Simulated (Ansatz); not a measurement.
## Geometry relaxation of W (part 1 of 2)

- system: W (2 atoms in the cell)
- method: DFT PBE, scalar-relativistic, plane waves, PAW, no spin polarisation (Ansatz 0.2.0)

The structure was built on a prototype by a generator; it need not be a known phase. Figures and captions count atoms from 1; the log counts them from 0 in places.

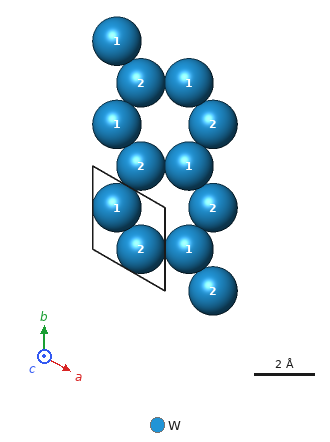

Fig. 1: The structure as given in the input (spheres-only view of the cell of the calculation, repeated 2 × 3 × 1, along the c axis; atoms are numbered from 1 in the order of the input).

The input
```yaml
crystal:
  lattice:
    - [2.8150416393, 0.0, 0.0]
    - [-1.4075208196, 2.4378975723, 0.0]
    - [0.0, 0.0, 4.5979013441]
  atoms:
    - { symbol: W, position: [0.3333333333, 0.6666666667, 0.75] }
    - { symbol: W, position: [0.6666666667, 0.3333333333, 0.25] }
basis:
  ecutwfc: 420
  ecutrho_ratio: 4
kpoints:
  mp_grid: { grid: [18, 18, 10] }
hamiltonian:
  xc: pbe
scf:
  occupations: { method: gaussian, width: 0.05 }
output:
  forces: true
  stress: true
  eigenvalues: true
relax:
  f_tol: 0.01
  max_steps: 60
  cell: { stress_tol: 0.04 }
```

Run on 2 threads of an x86-64 CPU, shared host.

The program's output
```
Engine: ansatz 0.2.0, x86_64-unknown-linux-gnu
Pseudopotentials: kind: paw
Pseudopotential: W, paw, valence charge 14, recommended cutoff 420 eV (normal), W.paw.azcp
Functional definition: PBE
  parameter kappa = 0.804
  parameter beta = 0.06672455060314922
  exchange = pbe_x(kappa = kappa, mu = beta*pi^2/3)
  correlation = pbe_c(beta = beta)
Crystal: 2 atoms, lattice volume = 31.554 Å³
Basis set: ecut = 420 eV, 615 PW (Γ), exchange–correlation on 40×40×64 points (8 copies of the dense FFT grid, shifted against one another)
Bands: 18, of which v1, the nominal top of the filled ones, is band 14 counted from 1 (13 counted from 0)
Symmetry: 24 space group operations
Space group: P63/mmc (ITA 194), of the structure as read, at distance tolerance 3.2e-5 Å
k-points: 222 of 3240
Non-local potential: W, projectors of the file, l = 0: 3, l = 1: 2, l = 2: 2, l = 3: 1
PAW form: soft (Blöchl's): semilocal exchange-correlation on the pseudo side does not see the compensation charge
PAW one-centre angular grid: W, 590 points (default); XC on 64 Gauss nodes
Initial density: superposition of atomic densities (neutral atoms: chi_scale 0, normalization atom), corrected by the library's trained network
Initial wavefunctions: pseudopotential atomic-orbital guess
Functional: x = pbe(κ = 0.804, μ = 0.2195149727645171), c = pbe(β = 0.06672455060314922)
SCF iter   1: F=—  HF=-20768.469955 eV  |F-HF|=—  |Δ(HF+E_count)|=         —  Δρ=8.26e-3  dr2=1.94e-2  ethr=1.77e-3  ⟨swp⟩=5.4  Hψ=17357  notcnv=0
preconditioner: auto → none  [metal: Δε(μ)=0.000 eV  Ē_g=5.435 eV  σ=0.050 eV  W_gap=0.00  n_scr=8 (ndim 8)  ℏωp=22.9 eV  f_vac=0.000  D(μ)=2.63/eV (n_scr^D=34)  sad-step TF]
SCF iter   2: F=—  HF=-20768.466933 eV  |F-HF|=—  |Δ(HF+E_count)|=   3.02e-3  Δρ=5.32e-3  dr2=8.37e-3  ethr=6.92e-5  ⟨swp⟩=1.1  Hψ=5790  notcnv=0
SCF iter   3: F=—  HF=-20768.464453 eV  |F-HF|=—  |Δ(HF+E_count)|=   2.48e-3  Δρ=2.83e-4  dr2=1.14e-5  ethr=2.99e-5  ⟨swp⟩=2.0  Hψ=6103  notcnv=0
SCF iter   4: F=—  HF=-20768.464431 eV  |F-HF|=—  |Δ(HF+E_count)|=   2.17e-5  Δρ=7.30e-5  dr2=1.27e-6  ethr=4.08e-8  ⟨swp⟩=2.0  Hψ=7077  notcnv=0
iter 5 did not close the SCF: its close was put off for the readings that it lacked (scf_convergence_deferred on its scf_iter line)
SCF iter   5: F=-20768.464431 eV  HF=-20768.464431 eV  |F-HF|=5.95e-9  |Δ(HF+E_count)|=   1.97e-7  Δρ=1.59e-5  dr2=3.85e-8  ethr=4.53e-9  ⟨swp⟩=2.9  Hψ=6789  notcnv=0
SCF iter   6: F=-20768.464431 eV  HF=-20768.464431 eV  |F-HF|=1.49e-10  |Δ(HF+E_count)|=   1.32e-8  Δρ=2.74e-6  dr2=1.21e-9  ethr=1.38e-10  ⟨swp⟩=2.5  Hψ=13712  notcnv=0
SCF 1 converged in 6 iterations: F = -20768.464431 eV  dr2 = 1.21e-9
  greatest PAW one-centre occupation: 1.000 electrons in one spin orbital (limit 2), on the W atom at site 1 (counted from 0), in its partial waves of l = 0
relax step   1: F+E_penalty+E_count = -20768.46443078 eV  Δ(F+E_penalty+E_count) = +0.000e0 eV  max|allowed force component| = 9.541e-18 eV/Å  Δτ_max = 0.0000 Å  P = +12.204 GPa  Ω = 31.554 Å³  (6 SCF iters, dr2 threshold 1.00e-7 eV, accepted)
Crystal: 2 atoms, lattice volume = 33.878 Å³
Basis set: ecut = 420 eV, 665 PW (Γ), exchange–correlation on 40×40×64 points (8 copies of the dense FFT grid, shifted against one another)
Initial density: handed on by an earlier stage of this run
Initial wavefunctions: those handed on with the density
iter 1 solved again at ethr=5.87e-5 eV; its pass at ethr=3.10e-3 eV (dr2=1.64e-2 eV) is discarded
SCF iter   1: F=—  HF=-20768.567545 eV  |F-HF|=—  |Δ(HF+E_count)|=         —  Δρ=8.32e-3  dr2=1.69e-2  ethr=5.87e-5  ⟨swp⟩=1.0  Hψ=23791  notcnv=0
preconditioner: auto → Kerker (q_TF=auto, 2.643 Å⁻¹)  [metal: Δε(μ)=0.006 eV  Ē_g=5.072 eV  σ=0.050 eV  W_gap=0.07  n_scr=10 (ndim 8)  ℏωp=22.1 eV  f_vac=0.000  D(μ)=2.69/eV (n_scr^D=34)]
SCF iter   2: F=—  HF=-20768.564086 eV  |F-HF|=—  |Δ(HF+E_count)|=   3.46e-3  Δρ=4.78e-3  dr2=5.99e-3  ethr=5.87e-5  ⟨swp⟩=1.0  Hψ=3996  notcnv=0
SCF iter   3: F=—  HF=-20768.562211 eV  |F-HF|=—  |Δ(HF+E_count)|=   1.87e-3  Δρ=5.12e-4  dr2=5.32e-5  ethr=2.14e-5  ⟨swp⟩=2.3  Hψ=5176  notcnv=0
SCF iter   4: F=—  HF=-20768.562212 eV  |F-HF|=—  |Δ(HF+E_count)|=   1.13e-6  Δρ=6.40e-5  dr2=1.25e-6  ethr=1.90e-7  ⟨swp⟩=2.4  Hψ=6911  notcnv=0
iter 5 did not close the SCF: its close was put off for the readings that it lacked (scf_convergence_deferred on its scf_iter line)
SCF iter   5: F=-20768.562212 eV  HF=-20768.562212 eV  |F-HF|=6.76e-9  |Δ(HF+E_count)|=   1.83e-7  Δρ=1.29e-5  dr2=3.76e-8  ethr=4.46e-9  ⟨swp⟩=2.4  Hψ=5634  notcnv=0
SCF iter   6: F=-20768.562212 eV  HF=-20768.562212 eV  |F-HF|=4.44e-10  |Δ(HF+E_count)|=   2.91e-9  Δρ=2.22e-6  dr2=1.54e-9  ethr=1.34e-10  ⟨swp⟩=2.2  Hψ=12684  notcnv=0
SCF 2 converged in 6 iterations: F = -20768.562212 eV  dr2 = 1.54e-9
relax step   2: F+E_penalty+E_count = -20768.56221195 eV  Δ(F+E_penalty+E_count) = -9.778e-2 eV  max|allowed force component| = 3.701e-17 eV/Å  Δτ_max = 0.0000 Å  P = -7.757 GPa  Ω = 33.878 Å³  energy of the carried Pulay correction = -9.558e-4 eV  (6 SCF iters, dr2 threshold 2.00e-7 eV, accepted)
Crystal: 2 atoms, lattice volume = 33.467 Å³
iter 1 solved again at ethr=3.87e-5 eV; its pass at ethr=3.10e-3 eV (dr2=1.08e-2 eV) is discarded
SCF iter   1: F=—  HF=-20768.628420 eV  |F-HF|=—  |Δ(HF+E_count)|=         —  Δρ=6.30e-3  dr2=1.13e-2  ethr=3.87e-5  ⟨swp⟩=1.0  Hψ=23067  notcnv=0
preconditioner: auto → Kerker (q_TF=auto, 2.648 Å⁻¹)  [metal: Δε(μ)=0.002 eV  Ē_g=5.155 eV  σ=0.050 eV  W_gap=0.02  n_scr=10 (ndim 8)  ℏωp=22.2 eV  f_vac=0.000  D(μ)=2.34/eV (n_scr^D=22)]
SCF iter   2: F=—  HF=-20768.625816 eV  |F-HF|=—  |Δ(HF+E_count)|=   2.60e-3  Δρ=3.58e-3  dr2=3.83e-3  ethr=3.87e-5  ⟨swp⟩=1.0  Hψ=3996  notcnv=0
SCF iter   3: F=—  HF=-20768.624541 eV  |F-HF|=—  |Δ(HF+E_count)|=   1.27e-3  Δρ=4.02e-4  dr2=2.58e-5  ethr=1.37e-5  ⟨swp⟩=2.5  Hψ=5256  notcnv=0
SCF iter   4: F=—  HF=-20768.624570 eV  |F-HF|=—  |Δ(HF+E_count)|=   2.93e-5  Δρ=4.38e-5  dr2=3.93e-7  ethr=9.21e-8  ⟨swp⟩=2.4  Hψ=7019  notcnv=0
iter 5 did not close the SCF: its close was put off for the readings that it lacked (scf_convergence_deferred on its scf_iter line)
SCF iter   5: F=-20768.624570 eV  HF=-20768.624570 eV  |F-HF|=4.20e-9  |Δ(HF+E_count)|=   4.66e-8  Δρ=8.17e-6  dr2=8.14e-9  ethr=1.40e-9  ⟨swp⟩=2.2  Hψ=5095  notcnv=0
SCF iter   6: F=-20768.624570 eV  HF=-20768.624570 eV  |F-HF|=2.91e-11  |Δ(HF+E_count)|=   4.65e-9  Δρ=9.69e-7  dr2=1.80e-10  ethr=2.91e-11  ⟨swp⟩=1.4  Hψ=11030  notcnv=0
SCF 3 converged in 6 iterations: F = -20768.624570 eV  dr2 = 1.80e-10
relax step   3: F+E_penalty+E_count = -20768.62457050 eV  Δ(F+E_penalty+E_count) = -6.236e-2 eV  max|allowed force component| = 6.014e-17 eV/Å  Δτ_max = 0.0000 Å  P = -4.085 GPa  Ω = 33.467 Å³  energy of the carried Pulay correction = -7.914e-4 eV  (6 SCF iters, dr2 threshold 2.00e-7 eV, accepted)
Crystal: 2 atoms, lattice volume = 32.989 Å³
iter 1 solved again at ethr=5.15e-5 eV; its pass at ethr=3.10e-3 eV (dr2=1.44e-2 eV) is discarded
SCF iter   1: F=—  HF=-20768.644766 eV  |F-HF|=—  |Δ(HF+E_count)|=         —  Δρ=6.84e-3  dr2=1.51e-2  ethr=5.15e-5  ⟨swp⟩=1.0  Hψ=23193  notcnv=0
preconditioner: auto → Kerker (q_TF=auto, 2.655 Å⁻¹)  [metal: Δε(μ)=0.004 eV  Ē_g=5.261 eV  σ=0.050 eV  W_gap=0.04  n_scr=10 (ndim 8)  ℏωp=22.4 eV  f_vac=0.000  D(μ)=2.27/eV (n_scr^D=22)]
SCF iter   2: F=—  HF=-20768.641166 eV  |F-HF|=—  |Δ(HF+E_count)|=   3.60e-3  Δρ=3.87e-3  dr2=5.07e-3  ethr=5.15e-5  ⟨swp⟩=1.0  Hψ=3996  notcnv=0
SCF iter   3: F=—  HF=-20768.639411 eV  |F-HF|=—  |Δ(HF+E_count)|=   1.75e-3  Δρ=4.71e-4  dr2=3.24e-5  ethr=1.81e-5  ⟨swp⟩=2.4  Hψ=5257  notcnv=0
SCF iter   4: F=—  HF=-20768.639471 eV  |F-HF|=—  |Δ(HF+E_count)|=   5.95e-5  Δρ=5.69e-5  dr2=9.52e-7  ethr=1.16e-7  ⟨swp⟩=2.5  Hψ=7093  notcnv=0
iter 5 did not close the SCF: its close was put off for the readings that it lacked (scf_convergence_deferred on its scf_iter line)
SCF iter   5: F=-20768.639471 eV  HF=-20768.639471 eV  |F-HF|=2.96e-9  |Δ(HF+E_count)|=   1.20e-7  Δρ=1.03e-5  dr2=1.49e-8  ethr=3.40e-9  ⟨swp⟩=2.2  Hψ=5393  notcnv=0
SCF iter   6: F=-20768.639471 eV  HF=-20768.639471 eV  |F-HF|=7.28e-12  |Δ(HF+E_count)|=   4.72e-9  Δρ=1.31e-6  dr2=4.04e-10  ethr=5.32e-11  ⟨swp⟩=1.8  Hψ=12602  notcnv=0
the search or the solves at the SCF's close seem to have found levels that the self-consistency loop had missed (the run counts 3). By its estimate they hold under 1e-12 electrons; where the run keeps them, the occupations were computed again with them
SCF 4 converged in 6 iterations: F = -20768.639471 eV  dr2 = 4.04e-10
relax step   4: F+E_penalty+E_count = -20768.63947078 eV  Δ(F+E_penalty+E_count) = -1.490e-2 eV  max|allowed force component| = 5.089e-17 eV/Å  Δτ_max = 0.0000 Å  P = +1.004 GPa  Ω = 32.989 Å³  energy of the carried Pulay correction = -5.973e-4 eV  (6 SCF iters, dr2 threshold 2.00e-7 eV, accepted)
Crystal: 2 atoms, lattice volume = 33.068 Å³
iter 1 solved again at ethr=3.89e-6 eV; its pass at ethr=3.10e-3 eV (dr2=1.09e-3 eV) is discarded
SCF iter   1: F=—  HF=-20768.642868 eV  |F-HF|=—  |Δ(HF+E_count)|=         —  Δρ=2.03e-3  dr2=1.35e-3  ethr=3.89e-6  ⟨swp⟩=1.8  Hψ=22487  notcnv=0
preconditioner: auto → Kerker (q_TF=auto, 2.654 Å⁻¹)  [metal: Δε(μ)=0.007 eV  Ē_g=5.238 eV  σ=0.050 eV  W_gap=0.08  n_scr=10 (ndim 8)  ℏωp=22.4 eV  f_vac=0.000  D(μ)=2.44/eV (n_scr^D=34)]
SCF iter   2: F=—  HF=-20768.642546 eV  |F-HF|=—  |Δ(HF+E_count)|=   3.22e-4  Δρ=1.13e-3  dr2=4.39e-4  ethr=3.89e-6  ⟨swp⟩=1.0  Hψ=3996  notcnv=0
SCF iter   3: F=—  HF=-20768.642394 eV  |F-HF|=—  |Δ(HF+E_count)|=   1.52e-4  Δρ=1.35e-4  dr2=3.25e-6  ethr=1.57e-6  ⟨swp⟩=2.5  Hψ=5267  notcnv=0
SCF iter   4: F=—  HF=-20768.642436 eV  |F-HF|=—  |Δ(HF+E_count)|=   4.26e-5  Δρ=1.56e-5  dr2=2.97e-8  ethr=1.16e-8  ⟨swp⟩=2.5  Hψ=7196  notcnv=0
iter 5 did not close the SCF: its close was put off for the readings that it lacked (scf_convergence_deferred on its scf_iter line)
SCF iter   5: F=-20768.642436 eV  HF=-20768.642436 eV  |F-HF|=3.31e-10  |Δ(HF+E_count)|=   1.23e-8  Δρ=2.31e-6  dr2=7.40e-10  ethr=1.06e-10  ⟨swp⟩=1.2  Hψ=4102  notcnv=0
SCF iter   6: F=-20768.642436 eV  HF=-20768.642436 eV  |F-HF|=0.00e0  |Δ(HF+E_count)|=  3.82e-10  Δρ=3.40e-7  dr2=2.71e-11  ethr=2.64e-12  ⟨swp⟩=1.3  Hψ=10159  notcnv=0
SCF 5 converged in 6 iterations: F = -20768.642436 eV  dr2 = 2.71e-11
relax step   5: F+E_penalty+E_count = -20768.64243646 eV  Δ(F+E_penalty+E_count) = -2.966e-3 eV  max|allowed force component| = 9.946e-17 eV/Å  Δτ_max = 0.0000 Å  P = -0.085 GPa  Ω = 33.068 Å³  energy of the carried Pulay correction = -6.296e-4 eV  (6 SCF iters, dr2 threshold 2.00e-7 eV, accepted)
Crystal: 2 atoms, lattice volume = 33.051 Å³
iter 1 solved again at ethr=2.55e-8 eV; its pass at ethr=3.10e-3 eV (dr2=7.14e-6 eV) is discarded
SCF iter   1: F=—  HF=-20768.642427 eV  |F-HF|=—  |Δ(HF+E_count)|=         —  Δρ=1.99e-4  dr2=1.22e-5  ethr=2.55e-8  ⟨swp⟩=2.1  Hψ=21717  notcnv=0
preconditioner: auto → Kerker (q_TF=auto, 2.654 Å⁻¹)  [metal: Δε(μ)=0.006 eV  Ē_g=5.241 eV  σ=0.050 eV  W_gap=0.07  n_scr=10 (ndim 8)  ℏωp=22.4 eV  f_vac=0.000  D(μ)=2.42/eV (n_scr^D=22)]
SCF iter   2: F=—  HF=-20768.642467 eV  |F-HF|=—  |Δ(HF+E_count)|=   4.00e-5  Δρ=1.10e-4  dr2=3.84e-6  ethr=2.55e-8  ⟨swp⟩=1.2  Hψ=4172  notcnv=0
iter 3 did not close the SCF: its close was put off for the readings that it lacked (scf_convergence_deferred on its scf_iter line)
SCF iter   3: F=-20768.642465 eV  HF=-20768.642465 eV  |F-HF|=1.47e-8  |Δ(HF+E_count)|=   1.37e-6  Δρ=1.31e-5  dr2=4.56e-8  ethr=1.37e-8  ⟨swp⟩=2.5  Hψ=5174  notcnv=0
iter 4 did not close the SCF: its close was put off for the readings that it lacked (scf_convergence_deferred on its scf_iter line)
SCF iter   4: F=-20768.642465 eV  HF=-20768.642465 eV  |F-HF|=7.28e-11  |Δ(HF+E_count)|=   1.53e-8  Δρ=2.12e-6  dr2=5.94e-10  ethr=1.63e-10  ⟨swp⟩=2.2  Hψ=5511  notcnv=0
iter 5 did not close the SCF: its close was put off for the readings that it lacked (scf_convergence_deferred on its scf_iter line)
SCF iter   5: F=-20768.642465 eV  HF=-20768.642465 eV  |F-HF|=1.82e-11  |Δ(HF+E_count)|=  1.42e-10  Δρ=2.68e-7  dr2=1.10e-11  ethr=2.12e-12  ⟨swp⟩=2.4  Hψ=6605  notcnv=0
SCF iter   6: F=-20768.642465 eV  HF=-20768.642465 eV  |F-HF|=1.09e-11  |Δ(HF+E_count)|=    0.00e0  Δρ=3.55e-8  dr2=1.51e-13  ethr=1.00e-12  ⟨swp⟩=1.0  Hψ=8880  notcnv=0
SCF 6 converged in 6 iterations: F = -20768.642465 eV  dr2 = 1.51e-13
relax step   6: F+E_penalty+E_count = -20768.64246540 eV  Δ(F+E_penalty+E_count) = -2.894e-5 eV  max|allowed force component| = 8.789e-17 eV/Å  Δτ_max = 0.0000 Å  P = +0.026 GPa  Ω = 33.051 Å³  energy of the carried Pulay correction = -6.225e-4 eV  (6 SCF iters, dr2 threshold 1.83e-7 eV, accepted)
Basis set: ecut = 420 eV, 665 PW (Γ), exchange–correlation on 40×40×72 points (8 copies of the dense FFT grid, shifted against one another)
Initial wavefunctions: pseudopotential atomic-orbital guess (no wavefunctions were taken with the density)
iter 1 solved again at ethr=4.12e-8 eV; its pass at ethr=3.10e-3 eV (dr2=1.15e-5 eV) is discarded
```
